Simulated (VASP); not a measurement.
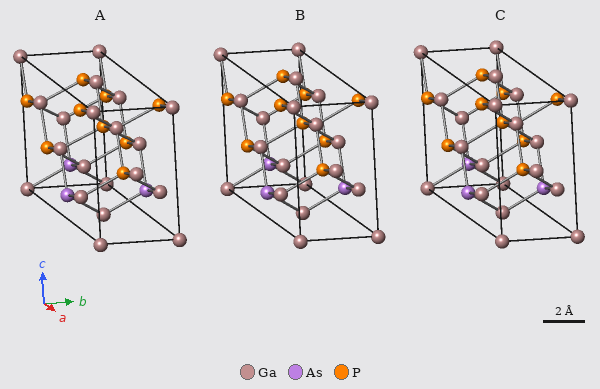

3 geometries from one relaxation of solid Ga4AsP3 (a generated structure, set up in Cm), in shuffled order. Style: ball-and-stick. Shown: the conventional cell (2 times the calculation's cell), slightly off an axis. Lengths and directions refer to the drawn axes.

The run lets cell and atoms move.

The calculation used Kohn-Sham DFT of a periodic cell, PBEsol, VASP PAW PBE potentials, recommended (VASP 6.6.1). Set-up: plane-wave cutoff 600 eV; k-point mesh 2 × 2 × 2; occupations gaussian; smearing width 0.02 eV; no spin polarisation.

### Put them in the order of the run, from the start to the converged end.

C, B, A. They are steps 0, 1, 15, at +28.4 meV per atom, +7.8 meV per atom relative to the last. The energy falls by 28.4 meV per atom in 15 geometry steps. The largest force component goes from 0.91 to 0.0084 eV/Å. The pressure goes from −0.21 to 0.01 GPa. The atom that moves furthest relative to the cell is a Ga atom (0.075 Å along [2 0 1]). By element the largest moves are Ga 0.075 Å, P 0.035 Å, As 0.013 Å. Cell: a 12.960 → 12.719 Å (−1.9 %), b 3.908 → 4.090 Å (+4.7 %), c 6.768 → 6.586 Å (−2.7 %), β 100.0° → 101.9°. Volume −0.7 %. Near-neighbour distances that change, for instance: As–Ga 2.393 → 2.455 Å, Ga–P 2.393 → 2.334 Å, Ga–P 2.393 → 2.355 Å, As–Ga 2.393 → 2.416 Å. Bond angles that change, for instance: P–Ga–P 109.5° → 116.7°, Ga–P–Ga 109.5° → 116.7°, P–Ga–P 109.5° → 115.7°. The space group stays Cm (No. 8).
